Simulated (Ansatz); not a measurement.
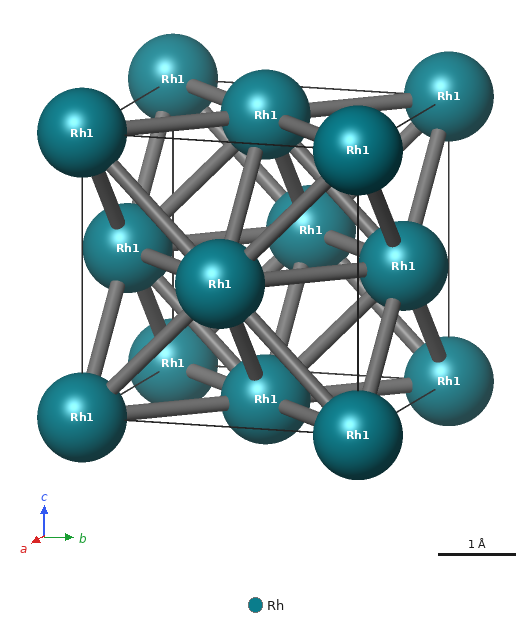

Figure 1. The input geometry (ball-and-stick view of the cell 4 times as large as that of the calculation, set on its symmetry axes, seen slightly off an axis; atoms are numbered from 1 in the order of the input). Near neighbours in the crystal (not all of them lie inside the picture): Rh has 12 Rh at 2.69 Å.

Run report: Rh, band-structure calculation

The run: band-structure calculation of Rh (1 atom in the cell). Method and program: DFT, LDA, all-electron LAPW, non-relativistic, no spin polarisation (Ansatz 0.2.0).

The structure derives from a Materials Project entry. It belongs to a series of runs on one base structure; here: no relativity. Figures and captions count atoms from 1; the log counts them from 0 in places.

**Input**
```yaml
crystal:
  lattice:
    - [0.0, 1.9029860865, 1.9029860865]
    - [1.9029860865, 0.0, 1.9029860865]
    - [1.9029860865, 1.9029860865, 0.0]
  atoms:
    - { symbol: Rh, position: [0.0, 0.0, 0.0] }
kpoints:
  mp_grid: { grid: [18, 18, 18] }
  band_path:
    path:
      - [0.0, 0.0, 0.0]
      - [0.5, 0.0, 0.5]
      - [0.625, 0.25, 0.625]
      - [0.375, 0.375, 0.75]
      - [0.0, 0.0, 0.0]
      - [0.5, 0.5, 0.5]
      - [0.5, 0.25, 0.75]
      - [0.5, 0.0, 0.5]
    npoints: 5
scf:
  occupations: { method: fermi_dirac, width: 0.05 }
hamiltonian:
  xc: lda
  pseudopotentials:
    kind: all_electron
    lapw: { basis_error: 0.0005 }
    relativity: none
output:
  forces: true
  stress: true
  eigenvalues: true
```

Run on 1 thread of an x86-64 CPU, shared host.

Launch command:
```bash
ansatz run input.yaml --threads 1 --pin off --max-ram 2048MiB --backend cpu --events-out ev --progress --plain --runs-dir out
```

**The program's output**
```
LAPW: plane waves up to 8.823 Å⁻¹, error target 5.0e-4 eV per atom; Rh in spheres of 1.346 Å, 27 of its electrons in bands, Dirac shells [] (how accurate: hamiltonian.pseudopotentials.lapw.basis_error, Limitations)
Engine: ansatz 0.2.0, x86_64-unknown-linux-gnu
Pseudopotentials: kind: all_electron
Pseudopotential: Rh, LAPW, valence charge 27, lapw/all_electron/none/Rh, Schrödinger's equation, point nucleus
Functional definition: SPW92
  exchange = slater_x
  correlation = pw_c
Crystal: 1 atoms, lattice volume = 13.783 Å³
Basis set: ecut = 296.6001510848111 eV, 169 PW (Γ), exchange–correlation at level 2
Bands: 18, of which v1, the nominal top of the filled ones, is band 14 counted from 1 (13 counted from 0)
Symmetry: 48 space group operations
Space group: Fm-3m (ITA 225), of the structure as read, at distance tolerance 2.4e-5 Å
k-points: 195 of 5832
Non-local potential: Rh, projectors of the file, none
Initial density: superposition of atomic densities (chi_scale 0.1, normalization cell)
Initial wavefunctions: plane waves of lowest kinetic energy (no species holds an atomic orbital)
Functional: x = slater, c = lda
iter 1 solved again at ethr=3.03e-4 eV; its pass at ethr=1.00e-1 eV (dr2=8.17e-2 eV) is discarded
SCF iter   1: F=—  HF=-127447.249984 eV  |F-HF|=—  |Δ(HF+E_count)|=         —  Δρ=3.45e-2  dr2=8.21e-2  ethr=3.03e-4  ⟨swp⟩=3.0  Hψ=23066  notcnv=0
preconditioner: auto → none  [metal: Δε(μ)=0.022 eV  Ē_g=13.902 eV  σ=0.050 eV  W_gap=0.11  n_scr=8 (ndim 8)  ℏωp=30.0 eV  f_vac=0.000  D(μ)=1.23/eV (n_scr^D=14)  sad-step TF]
iter 2 solved again at ethr=3.91e-6 eV; its pass at ethr=3.03e-4 eV (dr2=1.06e-3 eV) is discarded
SCF iter   2: F=—  HF=-127446.850379 eV  |F-HF|=—  |Δ(HF+E_count)|=   4.00e-1  Δρ=3.18e-3  dr2=1.06e-3  ethr=3.91e-6  ⟨swp⟩=2.1  Hψ=17866  notcnv=0
SCF iter   3: F=—  HF=-127446.798451 eV  |F-HF|=—  |Δ(HF+E_count)|=   5.19e-2  Δρ=5.23e-3  dr2=2.31e-3  ethr=3.91e-6  ⟨swp⟩=3.0  Hψ=11064  notcnv=0
SCF iter   4: F=—  HF=-127446.796068 eV  |F-HF|=—  |Δ(HF+E_count)|=         —  Δρ=6.37e-4  dr2=3.74e-5  ethr=3.91e-6  ⟨swp⟩=2.0  Hψ=9750  notcnv=0
the basis was enlarged: its passes take 472.4 KiB over the memory plan, 1 of 1 planned eigensolver slots
SCF iter   5: F=—  HF=-127446.796050 eV  |F-HF|=—  |Δ(HF+E_count)|=   1.72e-5  Δρ=6.69e-5  dr2=3.74e-7  ethr=1.39e-7  ⟨swp⟩=2.0  Hψ=9750  notcnv=0
SCF iter   6: F=-127446.796051 eV  HF=-127446.796051 eV  |F-HF|=2.08e-8  |Δ(HF+E_count)|=   7.99e-8  Δρ=2.77e-6  dr2=5.32e-10  ethr=1.39e-9  ⟨swp⟩=2.1  Hψ=9762  notcnv=0
SCF 1 converged in 6 iterations: F = -127446.796051 eV  dr2 = 5.32e-10
NSCF: frozen V_eff on 36 k-points
SCF converged after 6 iterations
Free energy (F): -127446.796051 eV
Harris-Foulkes:  -127446.796051 eV  (|F-HF|=2.08e-8)
Internal energy: -127446.783999 eV  (E = F + TS)
E sigma→0 (E₀):  -127446.790025 eV
Entropy (-TS):   -0.012052 eV (-12.052 meV/atom)
Fermi energy:    24.105030 eV
--- Per-component energies (eV) ---
  E_band       = -2800.006326
  E_kinetic    = 127363.559204
  E_xc         = -3578.825103
  E_electrostatic = -251231.518099  (all electrons and nuclei)
  E_smearing   = -0.012052  (= −TS)
  E_closure    = 0.000000  (closes the sum)
  E_atoms      = -127438.612625  (free atoms, spherical and without spin; not in F)
  Σ components = -127446.796051   (vs F -127446.796051, Δ=0.00e0)
  Basis errors (estimates in eV, not in F): energy 1.2e-4 per atom: plane waves 9.8e-5 (5.0e-5 summed), levels above the bands 4.7e-171, relativity 0.0e0, radial functions 2.1e-5, core shells 4.1e-7; eigenvalues (radial functions only) 6.1e-7; not estimated: angular momenta, meshes, grids; target (lapw.basis_error) 5.0e-4; muffin-tin radii Rh 1.346 Å
--- Forces (eV/Å), atoms counted from 1 ---
  atom   1  Rh    -0.00000000    -0.00000000    -0.00000000
  max |Σ_I F_I| component: 1.97e-31 eV/Å
--- Stress (GPa, compression-positive) ---
       -1.986040      -0.000000       0.000000
       -0.000000      -1.986040      -0.000000
        0.000000      -0.000000      -1.986040
  P = ⅓ Tr σ = -1.9860 GPa (-19.860 kbar)
--- Band table (eV; the first three rows and the last of 195) ---
  k-point 0: bands = ["-276.9054", "-276.9054", "-276.9054", "-276.8769", "-276.8769", "-48.5306", "-20.2911", "-20.2911", "-20.2911", "17.1055", "21.0133", "21.0133", "21.0133", "23.0927", "23.0927", "40.0302", "45.3671", "45.3671"]
  k-point 1: bands = ["-276.9054", "-276.9054", "-276.9054", "-276.8769", "-276.8769", "-48.5259", "-20.3166", "-20.2945", "-20.2945", "17.2259", "20.9604", "21.0620", "21.0620", "23.0657", "23.0657", "40.2066", "44.7397", "45.5460"]
  k-point 2: bands = ["-276.9054", "-276.9054", "-276.9054", "-276.8769", "-276.8769", "-48.5121", "-20.3897", "-20.3044", "-20.3044", "17.5667", "20.8331", "21.1894", "21.1894", "23.0074", "23.0074", "40.6788", "43.3917", "46.0664"]
  k-point 194: bands = ["-276.9054", "-276.9054", "-276.9054", "-276.8769", "-276.8769", "-48.3181", "-20.8705", "-20.7886", "-20.5996", "19.1127", "19.9277", "20.8590", "22.9984", "25.0320", "33.2743", "34.7617", "36.3821", "36.9064"]
```

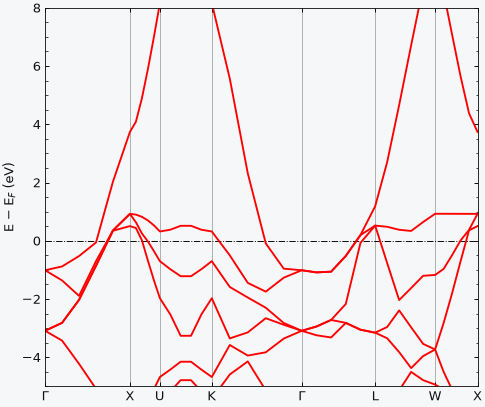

Figure 2. Band structure along Γ–X–U–K–Γ–L–W–X, with energies from the Fermi level. Bands cross the Fermi level: a metal at this level of theory.

**Summary**

- outcome: converged
- space group (tolerance 0.01 Å): Fm-3m (225)
- electrons in bands (core shells apart): 27
- free energy: −127446.7961 eV
- Fermi energy: 24.105 eV
- pressure: −1.99 GPa
- electronic character: metal
- largest force (length of the vector): under 0.001 eV/Å
- wall time: 10 s
- peak memory: 0.41 GiB
